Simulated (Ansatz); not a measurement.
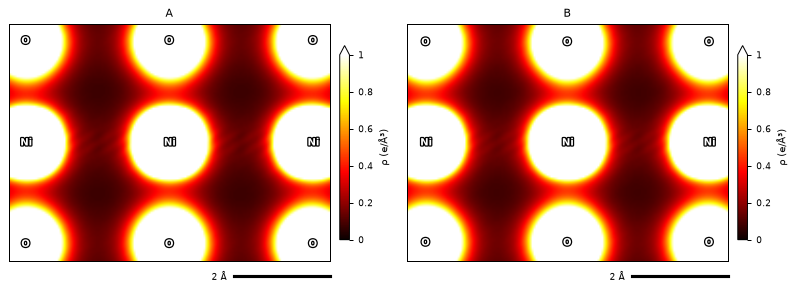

NiO. The valence pseudo-density of two cells that differ in size, on the (011̄) plane of each (indices in the axes of the calculation cell), at one length scale and on one colour scale; one has 9.1 and the other 9.4 Å³ an atom.

Space group Fm-3m; spin-polarised.

Computed with Kohn-Sham DFT of a periodic cell, PBE, Ansatz PAW (Ansatz).

The density is the valence pseudo-density of a PAW calculation; it isn't the true density close to the nuclei.

The larger cell:

```yaml
crystal:
  lattice:
    - [0.00000, 2.11335, 2.11335]
    - [2.11335, 0.00000, 2.11335]
    - [2.11335, 2.11335, 0.00000]
  atoms:
    - { symbol: Ni, position: [0.00000, 0.00000, 0.00000] }
    - { symbol: O, position: [0.50000, 0.50000, 0.50000] }
```

The smaller cell: a = 2.950 Å, b = 2.950 Å, c = 2.950 Å, α = 60.00°, β = 60.00°, γ = 60.00°.

Question: Which is the denser cell? Describe the effect of the change.

Answer: Panel B is the smaller cell, by 4 % in volume. From the larger cell to the smaller, Ni–O goes from 2.11 to 2.09 Å, and the density at its midpoint from 0.42 to 0.45 e/Å³; the pressure goes from −1.2 to 6 GPa.
